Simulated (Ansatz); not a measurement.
```yaml
crystal:
  lattice:
    - [3.21500, 0.00000, 0.00000]
    - [0.00000, 3.21500, 0.00000]
    - [0.00000, 0.00000, 8.17041]
  atoms:
    - { symbol: Al, position: [0.00000, 0.00000, 0.65908] }
    - { symbol: Al, position: [0.50000, 0.50000, 0.15908] }
    - { symbol: Al, position: [0.00000, 0.00000, 0.34092] }
    - { symbol: Al, position: [0.50000, 0.50000, 0.84092] }
    - { symbol: Ru, position: [0.00000, 0.00000, 0.00000] }
    - { symbol: Ru, position: [0.50000, 0.50000, 0.50000] }
```

Space group I4/mmm; a structure from a database of computed crystals, not necessarily the ambient phase; changed on purpose from its base cell (strain +0.030 along x and y, -0.030 along z, atoms carried along); not relaxed (largest force 0.4 eV/Å); computed pressure about −4 GPa in this cell; computed without spin polarisation.

Computed with DFT PBEsol, scalar-relativistic, plane waves, PAW in Ansatz 0.2.0.

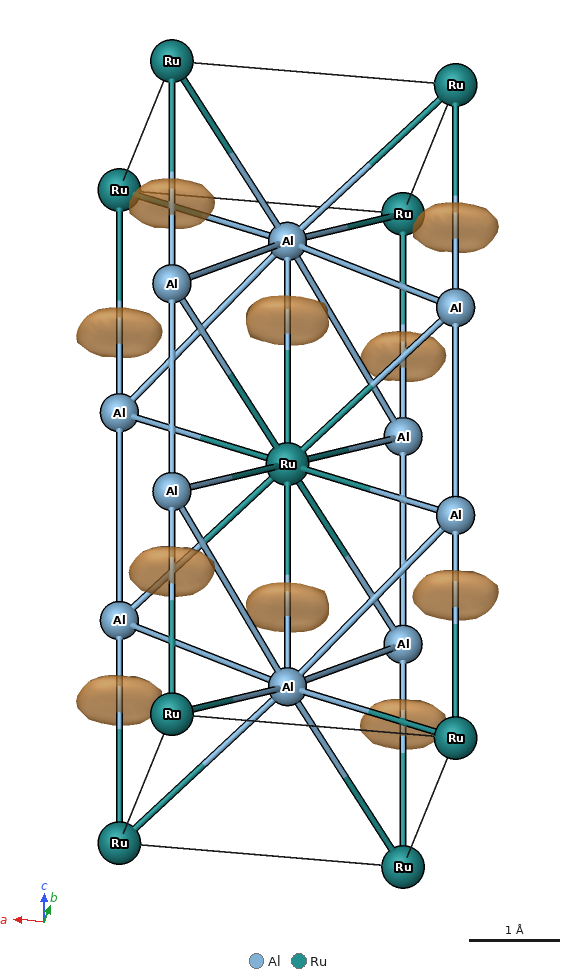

Al₂Ru. Isosurface of the electron localisation function at 0.7 (orange), seen at an oblique angle. Only the valence region is drawn (cores and ρ < 0.01 e/Å³ removed). Sticks mark near contacts.

> Identify the bonds, lone pairs and shells in this picture.

At this value the surface marks out four lobes of the valence shell of Al pointing towards Ru (polar bonds), counted in one cell of 6 atoms. Any copies at cell faces, edges or corners count once. Profiles from the grid: Al–Al (2.60 Å): the ELF reaches about 0.55 near the midpoint. Al–Ru (2.62 Å): the ELF is about 0.40 at the midpoint.

> Does the calculation give a band gap?

It is gapless in this calculation (a metal or semimetal).
